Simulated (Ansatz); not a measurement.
**W: single-point calculation (part 1 of 2)**

- system: W (slab, 12 atoms in the cell)
- method: DFT PBEsol, scalar-relativistic, plane waves, PAW, no spin polarisation (Ansatz 0.2.0)

The structure derives from an entry of the Crystallography Open Database. It belongs to a series of runs on one base structure; here: (1 1 1) slab cut from the bulk. Figures and captions count atoms from 1; the log counts them from 0 in places.

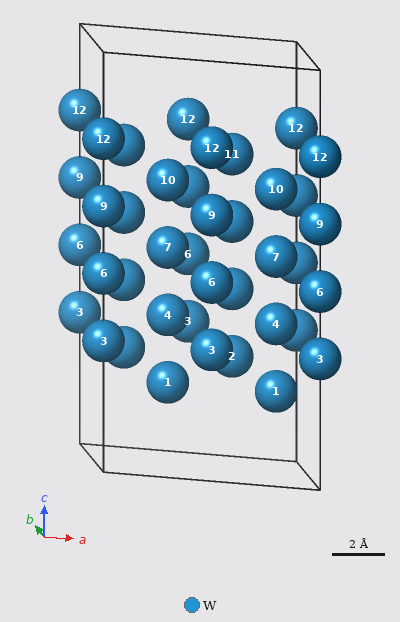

The structure (spheres-only view of the 2 × 1 repeat of the cell, with the vacuum cut short, seen slightly off an axis; atoms are numbered from 1 in the order of the input). An atom can appear more than once, as a periodic image.

Summary

- outcome: converged
- electrons treated: 168
- free energy: −123069.3818 eV
- work function, top face: 4.09 eV
- work function, bottom face: 4.09 eV
- Fermi energy: 7.630 eV
- gap on the k-point mesh: none (metallic)
- work function (upper face): 4.09 eV
- largest force (length of the vector): 2.773 eV/Å
- hardware: 2 threads of AMD EPYC (Zen 3), 32 GiB of memory available, shared host
- wall time: 37 s (CPU time 73 s)
- peak memory: 1 GiB

Notes

Warnings of the run: the exchange-correlation potential is rough where the density is thin. Spin–orbit coupling is left out, which matters for W.

The input
```yaml
crystal:
  lattice:
    - [4.4609390818, 0.0, 0.0]
    - [-2.2304695409, 3.8632865695, 0.0]
    - [0.0, 0.0, 25.016439147]
  atoms:
    - { symbol: W, position: [0.6666666667, 0.3333333333, 0.2998028599] }
    - { symbol: W, position: [0.3333333333, 0.6666666667, 0.3362023399] }
    - { symbol: W, position: [0.0, 0.0, 0.3726018199] }
    - { symbol: W, position: [0.6666666667, 0.3333333333, 0.4090012999] }
    - { symbol: W, position: [0.3333333333, 0.6666666667, 0.44540078] }
    - { symbol: W, position: [0.0, 0.0, 0.48180026] }
    - { symbol: W, position: [0.6666666667, 0.3333333333, 0.51819974] }
    - { symbol: W, position: [0.3333333333, 0.6666666667, 0.55459922] }
    - { symbol: W, position: [0.0, 0.0, 0.5909987001] }
    - { symbol: W, position: [0.6666666667, 0.3333333333, 0.6273981801] }
    - { symbol: W, position: [0.3333333333, 0.6666666667, 0.6637976601] }
    - { symbol: W, position: [0.0, 0.0, 0.7001971401] }
basis:
  ecutwfc: 420
kpoints:
  mp_grid: { grid: [9, 9, 1] }
hamiltonian:
  xc: pbesol
scf:
  occupations: { method: gaussian, width: 0.1 }
output:
  forces: true
  stress: true
  eigenvalues: true
  write_density: true
  write_potential: true
  elf: true
  volumetric_format: npy
efield:
  axis: 3
  dipole_correction: true
  ramp_width: 0.04
```

Launch command:
```bash
ansatz run input.yaml --threads 2 --pin off --max-ram 5120MiB --backend cpu --events-out ev --progress --plain --runs-dir out
```

What the program printed
```
Engine: ansatz 0.2.0, x86_64-unknown-linux-gnu
Pseudopotentials: kind: paw
Pseudopotential: W, paw, valence charge 14, recommended cutoff 420 eV (normal), W.paw.azcp
Functional definition: PBEsol
  exchange = pbesol_x
  correlation = pbesol_c
Crystal: 12 atoms, lattice volume = 431.130 Å³
Basis set: ecut = 420 eV, 8477 PW (Γ), exchange–correlation on 60×60×360 points (8 copies of the dense FFT grid, shifted against one another)
Bands: 101, of which v1, the nominal top of the filled ones, is band 84 counted from 1 (83 counted from 0)
Symmetry: 6 space group operations
k-points: 12 of 81 (time reversal used)
Non-local potential: W, projectors of the file, l = 0: 3, l = 1: 2, l = 2: 2, l = 3: 1
PAW form: soft (Blöchl's): semilocal exchange-correlation on the pseudo side does not see the compensation charge
PAW frozen core: W, regenerated for the run's functional, and the local potential with it (the file was generated under x = pbe(κ = 0.804, μ = 0.2195149727645171), c = pbe(β = 0.06672455060314922))
PAW one-centre angular grid: W, 590 points (default); XC on 64 Gauss nodes
Initial density: superposition of atomic densities (neutral atoms: chi_scale 0, normalization atom), corrected by the library's trained network
Initial wavefunctions: pseudopotential atomic-orbital guess
Functional: x = pbesol(κ = 0.804, μ = 0.12345679012345678), c = pbesol(β = 0.046)
SCF iter   1: F=—  HF=-123069.405482 eV  |F-HF|=—  |Δ(HF+E_count)|=         —  Δρ=4.88e-3  dr2=5.37e-1  ethr=1.77e-3  p=0.000 e·Å  D=2.07e-13 V/Å  ΔV_dip=-0.00 eV  dr2_dipole=1.40e-8  V_vac-E_F(+/−)=4.34/4.34 eV  ⟨swp⟩=9.0  Hψ=5795  notcnv=0
efield: sawtooth ramp at fractional position 0.9800 (placed from the atoms, in the widest stretch of the axis that holds none; the zero of the levels goes with the place), width 0.0400; the density the first Hamiltonian is built on has a dipole p = 0.000 e·Å; the dipole correction subtracts the counter field D = 2.07e-13 V/Å, which shifts the + side's vacuum level by -0.00 eV against the − side's; the planar-averaged density in the ramp window peaks in size at 9.7e-5 e/Å³
preconditioner: auto → LDOS  [metal: Δε(μ)=0.005 eV  Ē_g=4.547 eV  σ=0.100 eV  W_gap=0.03  n_scr=96 (ndim 8)  ℏωp=15.2 eV  f_vac=0.479  D(μ)=14.65/eV (n_scr^D=108)  β→1.0]
SCF iter   2: F=—  HF=-123069.388067 eV  |F-HF|=—  |Δ(HF+E_count)|=   1.74e-2  Δρ=2.43e-3  dr2=5.92e-2  ethr=3.20e-4  p=-0.000 e·Å  D=-5.69e-7 V/Å  ΔV_dip=0.00 eV  dr2_dipole=2.54e-9  V_vac-E_F(+/−)=4.13/4.13 eV  ⟨swp⟩=2.0  Hψ=1761  notcnv=0  defer=48
SCF iter   3: F=—  HF=-123069.382466 eV  |F-HF|=—  |Δ(HF+E_count)|=   5.60e-3  Δρ=9.97e-4  dr2=1.72e-2  ethr=3.52e-5  p=0.000 e·Å  D=9.53e-7 V/Å  ΔV_dip=-0.00 eV  dr2_dipole=2.15e-9  V_vac-E_F(+/−)=4.14/4.14 eV  ⟨swp⟩=2.8  Hψ=1799  notcnv=0  defer=48
SCF iter   4: F=—  HF=-123069.381430 eV  |F-HF|=—  |Δ(HF+E_count)|=   1.04e-3  Δρ=3.59e-4  dr2=3.05e-3  ethr=1.02e-5  p=0.000 e·Å  D=1.02e-6 V/Å  ΔV_dip=-0.00 eV  dr2_dipole=3.31e-10  V_vac-E_F(+/−)=4.12/4.12 eV  ⟨swp⟩=2.1  Hψ=1497  notcnv=0  defer=48
SCF iter   5: F=—  HF=-123069.381214 eV  |F-HF|=—  |Δ(HF+E_count)|=   2.16e-4  Δρ=9.03e-5  dr2=2.22e-4  ethr=1.82e-6  p=0.000 e·Å  D=9.17e-7 V/Å  ΔV_dip=-0.00 eV  dr2_dipole=3.18e-10  V_vac-E_F(+/−)=4.11/4.11 eV  ⟨swp⟩=2.0  Hψ=1528  notcnv=0  defer=48
SCF iter   6: F=—  HF=-123069.381222 eV  |F-HF|=—  |Δ(HF+E_count)|=   7.55e-6  Δρ=3.00e-5  dr2=2.02e-5  ethr=1.32e-7  p=0.000 e·Å  D=6.13e-7 V/Å  ΔV_dip=-0.00 eV  dr2_dipole=9.77e-11  V_vac-E_F(+/−)=4.10/4.10 eV  ⟨swp⟩=2.0  Hψ=1570  notcnv=0  defer=48
SCF iter   7: F=—  HF=-123069.381761 eV  |F-HF|=—  |Δ(HF+E_count)|=   5.39e-4  Δρ=1.13e-5  dr2=2.50e-6  ethr=1.20e-8  p=0.000 e·Å  D=3.34e-7 V/Å  ΔV_dip=-0.00 eV  dr2_dipole=7.00e-12  V_vac-E_F(+/−)=4.10/4.10 eV  ⟨swp⟩=2.4  Hψ=1626  notcnv=0  defer=11
SCF iter   8: F=—  HF=-123069.381762 eV  |F-HF|=—  |Δ(HF+E_count)|=   1.10e-6  Δρ=5.48e-6  dr2=6.00e-7  ethr=1.49e-9  p=0.000 e·Å  D=1.27e-7 V/Å  ΔV_dip=-0.00 eV  dr2_dipole=1.91e-12  V_vac-E_F(+/−)=4.09/4.09 eV  ⟨swp⟩=2.6  Hψ=1552  notcnv=0  defer=11
SCF iter   9: F=-123069.381762 eV  HF=-123069.381762 eV  |F-HF|=1.07e-8  |Δ(HF+E_count)|=   1.76e-7  Δρ=2.33e-6  dr2=5.50e-8  ethr=5.95e-11  p=0.000 e·Å  D=3.10e-8 V/Å  ΔV_dip=-0.00 eV  dr2_dipole=2.01e-13  V_vac-E_F(+/−)=4.09/4.09 eV  ⟨swp⟩=20.6  Hψ=11615  notcnv=0
SCF 1 converged in 9 iterations: F = -123069.381762 eV  dr2 = 5.50e-8
  greatest PAW one-centre occupation: 1.000 electrons in one spin orbital (limit 2), on the W atom at site 10 (counted from 0), in its partial waves of l = 0
```

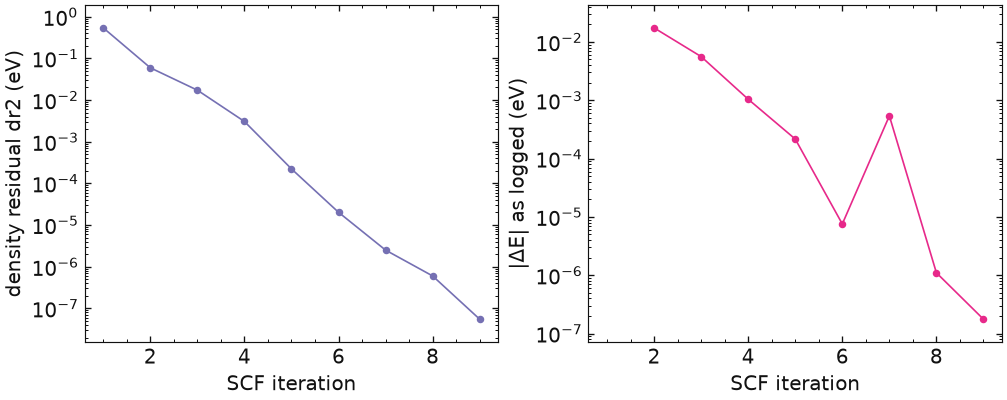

Convergence of the self-consistent field: density residual dr2 and size of the energy change against the SCF iteration. The residual falls at every step.

```
WARN: The output density's exchange-correlation potential varies sharply where the density is thin. Do not read a vacuum level from v_tot or v_xc, or from such a field of the output density. On a cell that repeats whose density bears no net charge and no dipole along the vacuum's axis use v_es (v_loc + v_h of the components); under efield.dipole_correction with no amplitude use v_es + v_field, which holds any external_charges[].barrier, or the levels of the report's work_function block, which leave it out; under a non-zero efield.amplitude the vacuum is tilted and has no level; on a cell that repeats and bears such a dipole with no correction it is tilted too, and efield.dipole_correction with no amplitude gives each side of its ramp a level where efield: is served; in a cell that repeats whose density bears a net charge (total_charge, or a fill off its count) it is curved and has none; of a slab under crystal.periodic whose density bears no net charge use v_es, which has a level on each side, short of where the two are joined; of another it falls or rises all the way out and has none; of a slab beside external_charges read slab_vacuum_level instead, which it has where they leave it neutral. The grid or the basis barely resolves most such structure, and the values can differ between equally converged runs; as a rule a tighter scf.convergence.dr2_threshold does not remove it. Where the density itself ripples (under the LDA too) a higher basis.ecutwfc lessens it. The files hold the spikes' plane waves up to the density's cutoff. Files: v_tot_of_output_density and the like, and their columns of v_z.tsv (output.write_potential); v_xc_of_output_density and the like, and their columns of v_comp_z.tsv (output.write_potential_components). Measured: with its Gaussian average of σ = 0.25 Å subtracted twice, the exchange-correlation potential is over 0.1 eV at 2004 of the grid points where the equally averaged density (valence and model cores) is under 1e-3 e/Å³, and 1.16 eV at the most among them, at an averaged density of 8.4e-8 e/Å³. The input density's (outcome.potential() and, of a run that writes arrays, v_tot and v_xc) is over 0.1 eV, so measured, at 78 points of its own thin density, 0.230 eV at the most. See output.write_potential in the manual, Limitations
SCF converged after 9 iterations
Free energy (F): -123069.381762 eV
Harris-Foulkes:  -123069.381762 eV  (|F-HF|=1.07e-8)
Internal energy: -123069.307286 eV  (E = F + TS)
E sigma→0 (E₀):  -123069.344524 eV
Entropy (-TS):   -0.074476 eV (-6.206 meV/atom)
Fermi energy:    7.630069 eV
Dipole field:    D = -0.000000 V/Å  (p = -0.000001 e·Å, saw-weighted, corrected)
Work function:   Φ+ = 4.0936 eV   Φ− = 4.0936 eV
Levels:          The Fermi level and band energies are counted from a zero that moves with the ramp; work functions are not
--- Per-component energies (eV) ---
  E_band       = -3455.331268
  E_kinetic    = 5379.492952
  E_local      = -202401.261407  (includes V_loc(G=0)·N_el)
  E_nonlocal   = 45.721461
  E_hartree    = 98945.379572
  E_xc         = -3167.845714
  E_vxc        = -2844.456811  (∫ρ·V_xc dr)
  E_paw        = -101233.090281  (= ΣΔE_a)
  E_vpaw       = -1525.541157  (= ΣTr[D̂ρ^β])
  E_aug_tail   = -0.000733  (compensation charges beyond the density's cutoff)
  E_efield     = 0.000000  (sawtooth field / dipole correction)
  E_vefield    = 0.000000  (∫n·V_field dr)
  E_ewald      = 79359.635357
  E_core_change = 2.661506  (= ΣΔE_core)
  E_smearing   = -0.074476  (= −TS)
  E_closure    = -0.000000  (closes the sum)
  Σ components = -123069.381762   (vs F -123069.381762, Δ=0.00e0)
--- Forces (eV/Å), atoms counted from 1 ---
  atom   1  W     -0.00000000     0.00000000     2.77313739
  atom   2  W      0.00000000    -0.00000000     0.11729499
  atom   3  W      0.00000000    -0.00000000    -1.26396774
  atom   4  W      0.00000000    -0.00000000    -1.09265043
  atom   5  W      0.00000000    -0.00000000    -0.67469561
  atom   6  W     -0.00000000     0.00000000     0.01987789
  atom   7  W      0.00000000    -0.00000000    -0.01987810
  atom   8  W     -0.00000000     0.00000000     0.67469662
  atom   9  W     -0.00000000     0.00000000     1.09265034
  atom  10  W     -0.00000000     0.00000000     1.26396899
  atom  11  W     -0.00000000     0.00000000    -0.11729648
  atom  12  W      0.00000000     0.00000000    -2.77313913
  max |Σ_I F_I| component: 1.27e-6 eV/Å
--- Stress (GPa, compression-positive) ---
       -5.162468      -0.000000       0.000000
       -0.000000      -5.162468       0.000000
        0.000000      -0.000000      -5.159055
  P = ⅓ Tr σ = -5.1613 GPa (-51.613 kbar)
--- Band table (eV; the first three rows and the last of 12) ---
```
